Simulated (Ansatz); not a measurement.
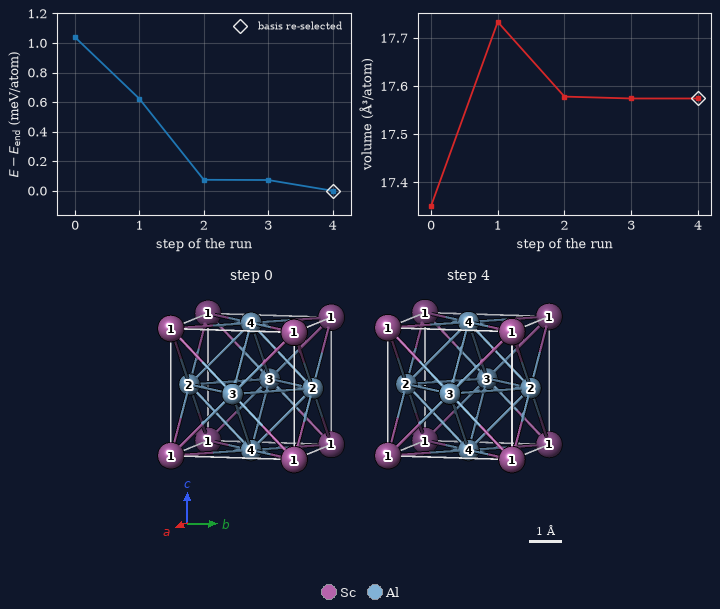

First and last geometry of a relaxation of crystalline ScAl3 (set up in P4/mmm), with the history of the run. A ball-and-stick model of the cell of the calculation, seen slightly off an axis.

Case: uniaxial strain along a of +6.0 %; b, c and atoms relaxed.

The calculation used DFT PBEsol, scalar-relativistic, plane waves, PAW in Ansatz 0.2.0.

Input file:
```yaml
crystal:
  lattice:
    - [4.3155765331, 0.0, 0.0]
    - [0.0, 4.0102291369, 0.0]
    - [0.0, 0.0, 4.0102291369]
  atoms:
    - { symbol: Sc, position: [0.0, 0.0, 0.0] }
    - { symbol: Al, position: [0.5, 0.0, 0.5] }
    - { symbol: Al, position: [0.0, 0.5, 0.5] }
    - { symbol: Al, position: [0.5, 0.5, 0.0] }
basis:
  ecutwfc: 420
kpoints:
  mp_grid: { grid: [14, 14, 14] }
hamiltonian:
  xc: pbesol
scf:
  occupations: { method: gaussian, width: 0.1 }
output:
  forces: true
  stress: true
  eigenvalues: true
relax:
  adjacent_minimum: "off"
  f_tol: 0.008
  max_steps: 40
  cell: { stress_tol: 0.015, fix: [a, angles] }
```

Command:
```bash
ansatz run input.yaml --threads 1 --pin off --max-ram 2560MiB --backend cpu --events-out ev --progress --plain --runs-dir out
```

Read the history and describe the run.

Answer. It converged. No atom moves by more than 0.005 Å relative to the cell. The drawn cell changes as follows: a unchanged at 4.316 Å, b = c 4.010 → 4.036 Å (+0.6 %); the volume changes by +1.3 %. Near-neighbour distances that change, for instance: Sc1–Al3 2.836 → 2.854 Å, Al2–Al4 2.836 → 2.854 Å, Sc1–Al2 2.946 → 2.954 Å, Al2–Al3 2.946 → 2.954 Å. The space group stays P4/mmm (No. 123). After 3 accepted moves (4 points after the start) the energy has fallen by 1.0 meV per atom. All forces vanish by symmetry, so only the cell relaxes. The pressure goes from −2.01 to −3.10 GPa. The SCF was repeated once at an unchanged geometry on a basis and grid sized afresh for the cell, which shifted the energy by 0.1 meV per atom at most.
